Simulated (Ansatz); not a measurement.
Geometry relaxation of W (part 2 of 2)

The same run, continued: W (Im-3m, 3 atoms in the cell); DFT PBEsol, scalar-relativistic, plane waves, PAW, no spin polarisation (Ansatz 0.2.0); cutoff 420 eV, 14×14×14 k-mesh, Gaussian smearing of 0.1 eV. The structure derives from a Materials Project entry. It belongs to a series of runs on one base structure; here: 3 of 3 Mo sites taken by W, cell and atoms relaxed.

Geometry of the input (Å; fractional positions):
```
3.1544  0.0000  0.0000
0.0000  3.1544  0.0000
-1.5772  -1.5772  4.7316
W  0.0000  0.0000  0.0000
W  0.3333  0.3333  0.6667
W  0.6667  0.6667  0.3333
```

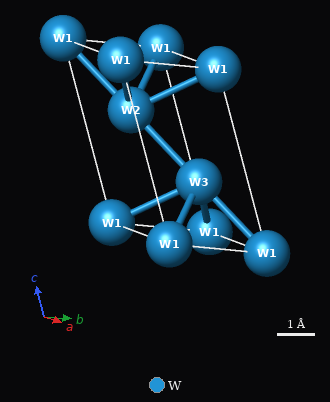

*The geometry at step 3 of the log (ball-and-stick view of the cell of the calculation, seen at an oblique angle; atoms are numbered from 1 in the order of the input).*

```
basis re-selected at this cell: Δ(F+E_penalty+E_count) = +2.965e-6 eV, ΔP = -0.000 GPa vs the last step (what re-selecting the basis moved, of the pressure what is left beyond the Pulay correction that the steps carried, after the strain that the cell walked since its last selection, with what the two solves' SCF thresholds leave and, on support functions, any second-order correction that the steps lacked; it is no measure of the basis error at this ecutwfc). This SCF's stress stands 2.86e-3 GPa from its target on what of the cell is left free (relax.cell.stress_tol is 1.50e-1 GPa) and its largest allowed force component is 4.35e-29 eV/Å (relax.f_tol is 1.50e-2 eV/Å): within both
SCF converged after 6 iterations
Free energy (F): -30769.699812 eV
Harris-Foulkes:  -30769.699812 eV  (|F-HF|=3.64e-12)
Internal energy: -30769.692218 eV  (E = F + TS)
E sigma→0 (E₀):  -30769.696015 eV
Entropy (-TS):   -0.007593 eV (-2.531 meV/atom)
Fermi energy:    22.761496 eV
--- Per-component energies (eV) ---
  E_band       = -240.177024
  E_kinetic    = 1352.187647
  E_local      = -1782.069113  (includes V_loc(G=0)·N_el)
  E_nonlocal   = 9.034992
  E_hartree    = 639.416672
  E_xc         = -796.303042
  E_vxc        = -716.728804  (∫ρ·V_xc dr)
  E_paw        = -25308.223349  (= ΣΔE_a)
  E_vpaw       = -381.434916  (= ΣTr[D̂ρ^β])
  E_aug_tail   = -0.000174  (compensation charges beyond the density's cutoff)
  E_ewald      = -4884.401228
  E_core_change = 0.665377  (= ΣΔE_core)
  E_smearing   = -0.007593  (= −TS)
  E_closure    = 0.000000  (closes the sum)
  Σ components = -30769.699812   (vs F -30769.699812, Δ=0.00e0)
--- Forces (eV/Å), atoms counted from 1 ---
  atom   1  W      0.00000000     0.00000000     0.00000000
  atom   2  W      0.00000000     0.00000000     0.00000000
  atom   3  W      0.00000000     0.00000000     0.00000000
  max |Σ_I F_I| component: 7.15e-29 eV/Å
--- Stress (GPa, compression-positive) ---
       -0.002856       0.000000       0.000000
        0.000000      -0.002856       0.000000
        0.000000       0.000000      -0.002718
  P = ⅓ Tr σ = -0.0028 GPa (-0.028 kbar)
--- Band table (eV; the first three rows and the last of 244) ---
  k-point 0: bands = ["-51.3619", "-51.1702", "-51.1702", "-15.8267", "-15.8267", "-15.6335", "-15.6335", "-15.6335", "-15.6335", "-14.9362", "-14.9362", "-14.9362", "13.0117", "18.1489", "18.1489", "18.1686", "18.1686", "21.4415", "21.4415", "21.4582", "23.6495", "23.6495", "23.6495", "23.6495", "24.9450", "24.9684"]
  k-point 1: bands = ["-51.3603", "-51.1858", "-51.1561", "-15.8498", "-15.7932", "-15.6922", "-15.6922", "-15.5697", "-15.5697", "-14.9475", "-14.9413", "-14.9413", "13.0679", "17.8042", "17.9725", "18.1804", "18.5836", "21.4356", "21.4356", "21.4839", "23.1425", "23.1425", "24.2237", "24.2237", "24.8560", "24.9983"]
  k-point 2: bands = ["-51.3557", "-51.2028", "-51.1439", "-15.8643", "-15.7482", "-15.7444", "-15.7444", "-15.5022", "-15.5022", "-14.9806", "-14.9564", "-14.9564", "13.2348", "17.4927", "17.7116", "18.0285", "19.0464", "21.4204", "21.4204", "21.5609", "22.7044", "22.7044", "24.6001", "24.7963", "24.8612", "24.8612"]
  k-point 243: bands = ["-51.2181", "-51.2168", "-51.2104", "-16.2125", "-16.1633", "-15.6652", "-15.6124", "-15.5655", "-15.4498", "-15.4183", "-15.0620", "-15.0118", "16.8584", "17.2261", "19.0346", "19.0407", "19.6089", "19.6936", "19.8614", "22.2607", "22.7056", "25.0654", "25.2011", "25.8969", "25.9187", "26.0167"]
--- Relaxed structure (3 steps of the walk, 2 accepted, 1 SCFs on fresh bases) ---
  F+E_penalty+E_count = -30769.69981151 eV   max|allowed force component| = 4.348e-29 eV/Å   (the final SCF, on the basis selected at the relaxed cell)
  cell:  # Å, volume = 47.0744 Å³
    - [3.152924182223098, -2.804091293132014e-35, 2.190696322759386e-37]
    - [5.608182586264028e-35, 3.152924182223098, -4.381392645518772e-37]
    - [-1.576462091111549, -1.576462091111549, 4.735406961075744]
  atoms:
    - { symbol: W, position: [0.0, 0.0, 0.0] }
    - { symbol: W, position: [0.3333333333333333, 0.3333333333333333, 0.6666666666666666] }
    - { symbol: W, position: [0.6666666666666666, 0.6666666666666666, 0.3333333333333333] }
```

Trajectory as extended XYZ (Å, eV, eV/Å), 4 frames, from step=1 to step=4
```
3
Lattice="3.1544 0.0000 0.0000 0.0000 3.1544 0.0000 -1.5772 -1.5772 4.7316" Properties=species:S:1:pos:R:3:forces:R:3 step=1 energy=-30769.69976 pressure_GPa=-0.04
W     0.0000    0.0000    0.0000    0.0000   0.0000   0.0000
W     0.0000    0.0000    3.1544    0.0000   0.0000   0.0000
W     1.5772    1.5772    1.5772    0.0000   0.0000   0.0000
3
Lattice="3.1480 0.0000 0.0000 0.0000 3.1480 0.0000 -1.5740 -1.5740 4.7485" Properties=species:S:1:pos:R:3:forces:R:3 step=2 energy=-30769.69920 pressure_GPa=0.12 accepted=F
W     0.0000    0.0000    0.0000    0.0000   0.0000   0.0000
W     0.0000    0.0000    3.1656    0.0000   0.0000   0.0000
W     1.5740    1.5740    1.5828    0.0000   0.0000   0.0000
3
Lattice="3.1529 0.0000 0.0000 0.0000 3.1529 0.0000 -1.5765 -1.5765 4.7354" Properties=species:S:1:pos:R:3:forces:R:3 step=3 energy=-30769.69981 pressure_GPa=-0.00
W     0.0000    0.0000    0.0000    0.0000   0.0000   0.0000
W     0.0000    0.0000    3.1569    0.0000   0.0000   0.0000
W     1.5765    1.5765    1.5785    0.0000   0.0000   0.0000
3
Lattice="3.1529 0.0000 0.0000 0.0000 3.1529 0.0000 -1.5765 -1.5765 4.7354" Properties=species:S:1:pos:R:3:forces:R:3 step=4 energy=-30769.69981 pressure_GPa=-0.00
W     0.0000    0.0000    0.0000    0.0000   0.0000   0.0000
W     0.0000    0.0000    3.1569    0.0000   0.0000   0.0000
W     1.5765    1.5765    1.5785    0.0000   0.0000   0.0000
```

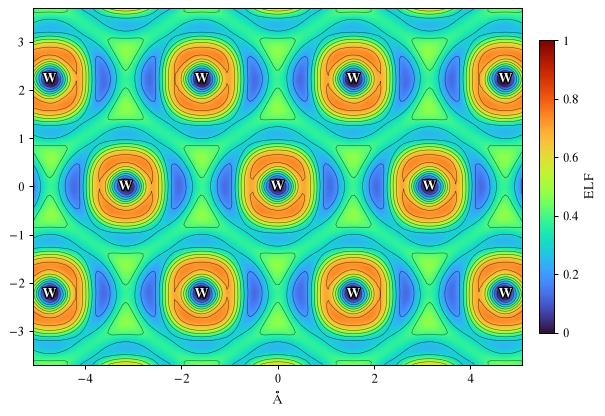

*ELF on the (011) plane of the calculation cell.*

The section cuts through W sites. W–W (2.73 Å): the ELF is about 0.35 at the midpoint, which marks nearly free electrons, as in a simple metal. The strong features right at W lie inside the PAW spheres (semicore, d or f shells) and say nothing about bonding. Core electrons are frozen (PAW), so the fields are smoothed inside the atomic spheres.

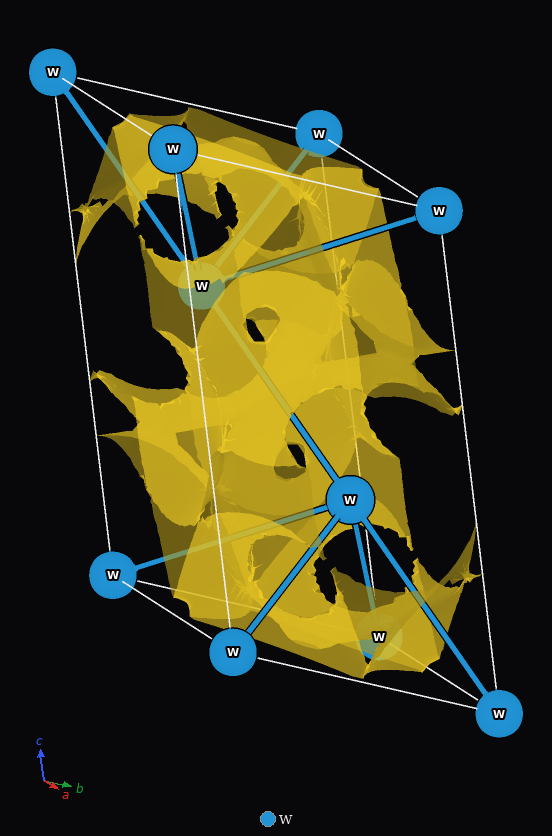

*Isosurface of the electron localisation function at 0.4 (yellow), seen slightly off an axis. Only the valence region is drawn (cores and ρ < 0.01 e/Å³ removed). Sticks mark near contacts. The outline is the calculation cell.*

Values along the shortest contacts: W–W (2.73 Å): the ELF is about 0.35 at the midpoint, which marks metallic bonding.

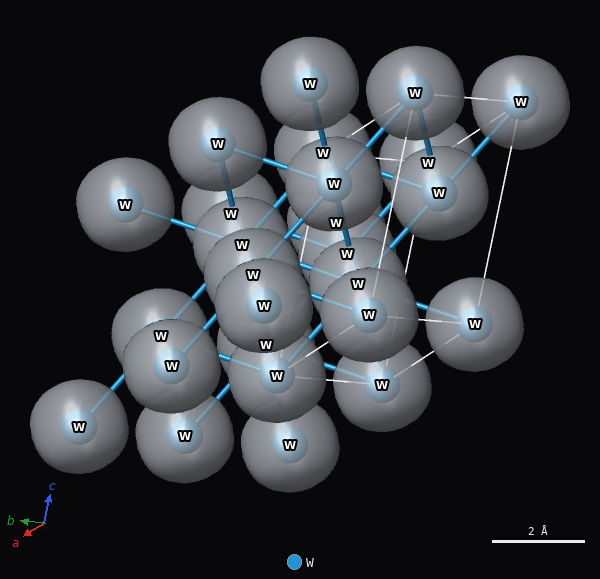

*Isosurface of the valence charge density (pseudo) at 0.6 e/Å³ (grey), seen at an oblique angle. Sticks mark near contacts. The outline is the calculation cell.*

At this value the density breaks into separate islands; it holds about 70 % of the electrons treated as valence (semicore included). It is pinched off along the W–W (2.73 Å) contacts. On the grid the lowest density along these lines, outside the cores, is 0.42 e/Å³ (W–W, 2.73 Å).

Key numbers

- outcome: converged
- space group (tolerance 0.01 Å): Im-3m (229)
- electrons treated: 42
- free energy: −30769.6998 eV
- Fermi energy: 22.761 eV
- gap on the k-point mesh: none (metallic)
- pressure: 0.00 GPa
- final volume: 47.07 Å³
- largest force (length of the vector) at the end: under 0.001 eV/Å
- final cell: a = 3.153 Å, b = 3.153 Å, c = 5.234 Å, α = 107.53°, β = 107.53°, γ = 90.00°
- wall time: 55 s
- peak memory: 0.57 GiB

Remarks

Spin–orbit coupling is left out, which matters for W.
